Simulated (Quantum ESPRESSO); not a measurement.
**CuO: single-point calculation**

CuO (F-43m, 2 atoms in the cell), computed with Kohn-Sham DFT of a periodic cell, PBE, SSSP 1.3 efficiency PBE (Quantum ESPRESSO 7.5).

The structure was built on a prototype by a generator; it need not be a known phase. The run did not end well.

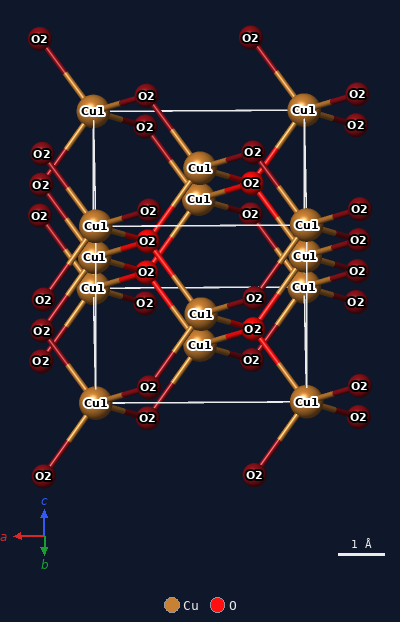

Figure 1. The input geometry (ball-and-stick view of the cell 4 times as large as that of the calculation, set on its symmetry axes, seen at an oblique angle; neighbours outside the cell are drawn fainter; atoms are numbered from 1 in the order of the input).

Input
```
&CONTROL
  calculation = 'scf'
  prefix = 'pwscf'
  outdir = './tmp'
  pseudo_dir = './pseudo'
  tprnfor = .true.
  tstress = .true.
  disk_io = 'nowf'
/
&SYSTEM
  ibrav = 0
  nat = 2
  ntyp = 2
  ecutwfc = 55
  ecutrho = 440
  nbnd = 15
  occupations = 'fixed'
/
&ELECTRONS
  conv_thr = 4d-10
  electron_maxstep = 50
  mixing_beta = 0.5
/
ATOMIC_SPECIES
Cu    63.5460 Cu.paw.z_11.ld1.psl.v1.0.0-low.upf
O     15.9990 O.pbe-n-kjpaw_psl.0.1.UPF
CELL_PARAMETERS angstrom
   0.0000000000    2.3272527300    2.3272527300
   2.3272527300    0.0000000000    2.3272527300
   2.3272527300    2.3272527300    0.0000000000
ATOMIC_POSITIONS crystal
Cu     0.0000000000    0.0000000000    0.0000000000
O      0.2500000000    0.2500000000    0.2500000000
K_POINTS automatic
10 10 10 0 0 0
```

Launch command:
```bash
OMP_NUM_THREADS=1 pw.x -in pw.in > pw.out
```

Output
```
This program is part of the open-source Quantum ESPRESSO suite
     for quantum simulation of materials; please cite
         "P. Giannozzi et al., J. Phys.:Condens. Matter 21 395502 (2009);
         "P. Giannozzi et al., J. Phys.:Condens. Matter 29 465901 (2017);
         "P. Giannozzi et al., J. Chem. Phys. 152 154105 (2020);
          URL
     in publications or presentations arising from this work. More details at

     file Cu.paw.z_11.ld1.psl.v1.0.0-low.upf: wavefunction(s)  4S 3D renormalized
     file O.pbe-n-kjpaw_psl.0.1.UPF: wavefunction(s)  2P renormalized
     Message from routine setup:
     the system is metallic, specify occupations
     Message from routine setup:
     using ibrav=0 with symmetry is DISCOURAGED, use correct ibrav instead

     G-vector sticks info
     --------------------
     sticks:   dense  smooth     PW     G-vecs:    dense   smooth      PW
     Sum        1159     583    187                26469     9377    1687

     Using Slab Decomposition

     bravais-lattice index     =            0
     lattice parameter (alat)  =       6.2195  a.u.
     unit-cell volume          =     170.1207 (a.u.)^3
     number of atoms/cell      =            2
     number of atomic types    =            2
     number of electrons       =        17.00
     number of Kohn-Sham states=           15
     kinetic-energy cutoff     =      55.0000  Ry
     charge density cutoff     =     440.0000  Ry
     scf convergence threshold =      4.0E-10
     mixing beta               =       0.5000
     number of iterations used =            8  plain     mixing
     Exchange-correlation= SLA  PW   PBX  PBC
                           (   1   4   3   4   0   0   0)

     celldm(1)=   6.219528  celldm(2)=   0.000000  celldm(3)=   0.000000
     celldm(4)=   0.000000  celldm(5)=   0.000000  celldm(6)=   0.000000

     crystal axes: (cart. coord. in units of alat)
               a(1) = (   0.000000   0.707107   0.707107 )
               a(2) = (   0.707107   0.000000   0.707107 )
               a(3) = (   0.707107   0.707107   0.000000 )

     reciprocal axes: (cart. coord. in units 2 pi/alat)
               b(1) = ( -0.707107  0.707107  0.707107 )
               b(2) = (  0.707107 -0.707107  0.707107 )
               b(3) = (  0.707107  0.707107 -0.707107 )

     PseudoPot. # 1 for Cu read from file:
     Cu.paw.z_11.ld1.psl.v1.0.0-low.upf
     Pseudo is Projector augmented-wave + core cor, Zval = 11.0
     Generated using &quot;atomic&quot; code by A. Dal Corso  v.6.3MaX
     Shape of augmentation charge: PSQ
     Using radial grid of 1199 points,  6 beta functions with:
                l(1) =   0
                l(2) =   0
                l(3) =   1
                l(4) =   1
                l(5) =   2
                l(6) =   2
     Q(r) pseudized with 0 coefficients

     PseudoPot. # 2 for O  read from file:
     O.pbe-n-kjpaw_psl.0.1.UPF
     Pseudo is Projector augmented-wave + core cor, Zval =  6.0
     Generated using "atomic" code by A. Dal Corso  v.5.0.99 svn rev. 10869
     Shape of augmentation charge: BESSEL
     Using radial grid of 1095 points,  4 beta functions with:
                l(1) =   0
                l(2) =   0
                l(3) =   1
                l(4) =   1
     Q(r) pseudized with 0 coefficients

     atomic species   valence    mass     pseudopotential
     Cu               11.00    63.54600     Cu( 1.00)
     O                 6.00    15.99900     O ( 1.00)

     24 Sym. Ops. (no inversion) found

   Cartesian axes

     site n.     atom                  positions (alat units)
         1        Cu     tau(   1) = (   0.0000000   0.0000000   0.0000000  )
         2        O      tau(   2) = (   0.3535534   0.3535534   0.3535534  )

     number of k points=    47
                       cart. coord. in units 2pi/alat
        k(    1) = (   0.0000000   0.0000000   0.0000000), wk =   0.0020000
        k(    2) = (   0.0707107   0.0707107  -0.0707107), wk =   0.0160000
        k(    3) = (   0.1414214   0.1414214  -0.1414214), wk =   0.0160000
        k(    4) = (   0.2121320   0.2121320  -0.2121320), wk =   0.0160000
        k(    5) = (   0.2828427   0.2828427  -0.2828427), wk =   0.0160000
        k(    6) = (  -0.3535534  -0.3535534   0.3535534), wk =   0.0080000
        k(    7) = (   0.1414214  -0.0000000   0.0000000), wk =   0.0120000
        k(    8) = (   0.2121320   0.0707107  -0.0707107), wk =   0.0480000
        k(    9) = (   0.2828427   0.1414214  -0.1414214), wk =   0.0480000
        k(   10) = (   0.3535534   0.2121320  -0.2121320), wk =   0.0480000
        k(   11) = (  -0.2828427  -0.4242641   0.4242641), wk =   0.0480000
        k(   12) = (  -0.2121320  -0.3535534   0.3535534), wk =   0.0480000
        k(   13) = (  -0.1414214  -0.2828427   0.2828427), wk =   0.0480000
        k(   14) = (  -0.0707107  -0.2121320   0.2121320), wk =   0.0480000
        k(   15) = (   0.0000000  -0.1414214   0.1414214), wk =   0.0240000
        k(   16) = (   0.2828427  -0.0000000   0.0000000), wk =   0.0120000
        k(   17) = (   0.3535534   0.0707107  -0.0707107), wk =   0.0480000
        k(   18) = (   0.4242641   0.1414214  -0.1414214), wk =   0.0480000
        k(   19) = (  -0.2121320  -0.4949747   0.4949747), wk =   0.0480000
        k(   20) = (  -0.1414214  -0.4242641   0.4242641), wk =   0.0480000
        k(   21) = (  -0.0707107  -0.3535534   0.3535534), wk =   0.0480000
        k(   22) = (   0.0000000  -0.2828427   0.2828427), wk =   0.0240000
        k(   23) = (   0.4242641   0.0000000  -0.0000000), wk =   0.0120000
        k(   24) = (   0.4949747   0.0707107  -0.0707107), wk =   0.0480000
        k(   25) = (  -0.1414214  -0.5656854   0.5656854), wk =   0.0480000
        k(   26) = (  -0.0707107  -0.4949747   0.4949747), wk =   0.0480000
        k(   27) = (  -0.0000000  -0.4242641   0.4242641), wk =   0.0240000
        k(   28) = (   0.5656854  -0.0000000   0.0000000), wk =   0.0120000
        k(   29) = (  -0.0707107  -0.6363961   0.6363961), wk =   0.0480000
        k(   30) = (   0.0000000  -0.5656854   0.5656854), wk =   0.0240000
        k(   31) = (  -0.7071068   0.0000000   0.0000000), wk =   0.0060000
        k(   32) = (   0.2828427   0.1414214   0.0000000), wk =   0.0480000
        k(   33) = (   0.3535534   0.2121320  -0.0707107), wk =   0.0960000
        k(   34) = (  -0.2828427  -0.4242641   0.5656854), wk =   0.0960000
        k(   35) = (  -0.2121320  -0.3535534   0.4949747), wk =   0.0480000
        k(   36) = (   0.4242641   0.1414214  -0.0000000), wk =   0.0480000
        k(   37) = (  -0.2121320  -0.4949747   0.6363961), wk =   0.0960000
        k(   38) = (  -0.1414214  -0.4242641   0.5656854), wk =   0.0960000
        k(   39) = (  -0.0707107  -0.3535534   0.4949747), wk =   0.0960000
        k(   40) = (   0.0000000  -0.2828427   0.4242641), wk =   0.0480000
        k(   41) = (  -0.1414214  -0.5656854   0.7071068), wk =   0.0480000
        k(   42) = (  -0.0707107  -0.4949747   0.6363961), wk =   0.0960000
        k(   43) = (  -0.0000000  -0.4242641   0.5656854), wk =   0.0480000
        k(   44) = (  -0.7071068   0.1414214   0.0000000), wk =   0.0240000
        k(   45) = (  -0.1414214  -0.4242641   0.7071068), wk =   0.0480000
        k(   46) = (  -0.0707107  -0.3535534   0.6363961), wk =   0.0480000
        k(   47) = (  -0.7071068   0.2828427   0.0000000), wk =   0.0240000

     Dense  grid:    26469 G-vectors     FFT dimensions: (  45,  45,  45)

     Smooth grid:     9377 G-vectors     FFT dimensions: (  30,  30,  30)

     Initial potential from superposition of free atoms

     starting charge      16.9998, renormalised to      17.0000
     Starting wfcs are   13 randomized atomic wfcs +    2 random wfcs

     Self-consistent Calculation

     iteration #  1     ecut=    55.00 Ry     beta= 0.50
     Davidson diagonalization with overlap
     ethr =  1.00E-02,  avg # of iterations =  5.0

     WARNING: integrated charge=    16.50000000, expected=    17.00000000

 %%%%%%%%%%%%%%%%%%%%%%%%%%%%%%%%%%%%%%%%%%%%%%%%%%%%%%%%%%%%%%%%%%%%%%%%%%%%%%
     Error in routine electrons (1):
     charge is wrong: smearing is needed
 %%%%%%%%%%%%%%%%%%%%%%%%%%%%%%%%%%%%%%%%%%%%%%%%%%%%%%%%%%%%%%%%%%%%%%%%%%%%%%

     stopping ...
```

What the run reported

```csv
quantity,value
outcome,ended with an error
space group (tolerance 0.01 Å),F-43m (216)
hardware,"1 thread of Intel Xeon @ 2.50GHz (Skylake/Cascade Lake), 64 GiB of memory available, shared host"
wall time,4.1 s
peak memory,0.15 GiB
```

Some settings of this run were drawn to be unusual or wrong (smearing set to fixed (from fermi-dirac); width removed). The run ended with an error. The record of the run, not the program, notes: electrons (1): charge is wrong: smearing is needed. Notes on the run: charge is wrong; the system is metallic, specify occupations.
